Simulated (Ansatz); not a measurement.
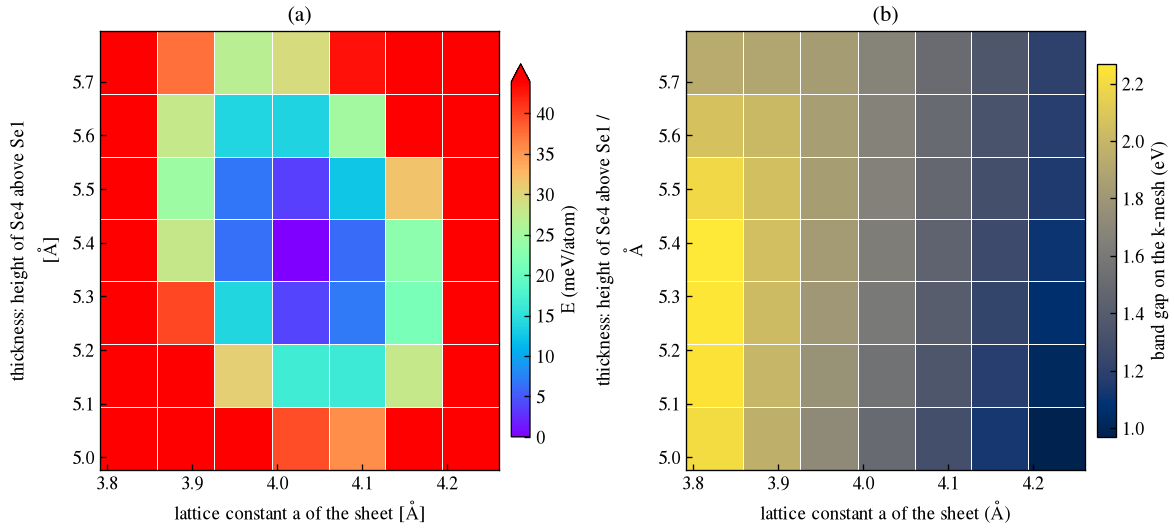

A two-dimensional sheet of InSe (4 atoms in the cell). The lattice constant and the thickness of a sheet are varied, nothing relaxed. The first coordinate is: lattice constant a of the sheet (both vectors scaled alike); the second: thickness: height of Se4 above Se1, all heights scaled alike. Grid: 7 × 7 points. Points are written as (first, second). All energies are given in meV/atom relative to the lowest grid point. Method: Ansatz, DFT PBE+D3(BJ), scalar-relativistic, plane waves, PAW. Settings: cutoff 420 eV, k-mesh 9×9×1, gaussian smearing 0.02 eV, no spin polarisation.

Panel (a) is the energy and panel (b) the computed band gap on the k-mesh on the same grid.

The picture shows one coloured cell a grid point, one colour for all values above the top of the scale.

### How does the band gap on the k-mesh vary over the map, and what is it at the lowest grid point?

It runs from 0.97 eV at (4.228 Å, 5.035 Å) to 2.27 eV at (3.825 Å, 5.386 Å). At the lowest grid point, (4.027 Å, 5.386 Å), it is 1.63 eV.

| second ↓, first → | 3.825 | 3.892 | 3.960 | 4.027 | 4.094 | 4.161 | 4.228 |
| --- | --- | --- | --- | --- | --- | --- | --- |
| 5.736 | 1.93 | 1.90 | 1.84 | 1.67 | 1.51 | 1.35 | 1.20 |
| 5.619 | 2.07 | 2.01 | 1.85 | 1.67 | 1.50 | 1.33 | 1.17 |
| 5.502 | 2.19 | 2.05 | 1.85 | 1.66 | 1.48 | 1.30 | 1.14 |
| 5.386 | 2.27 | 2.05 | 1.83 | 1.63 | 1.44 | 1.27 | 1.11 |
| 5.269 | 2.26 | 2.03 | 1.81 | 1.60 | 1.40 | 1.22 | 1.06 |
| 5.152 | 2.24 | 2.00 | 1.77 | 1.55 | 1.35 | 1.18 | 1.02 |
| 5.035 | 2.21 | 1.96 | 1.72 | 1.50 | 1.30 | 1.12 | 0.97 |
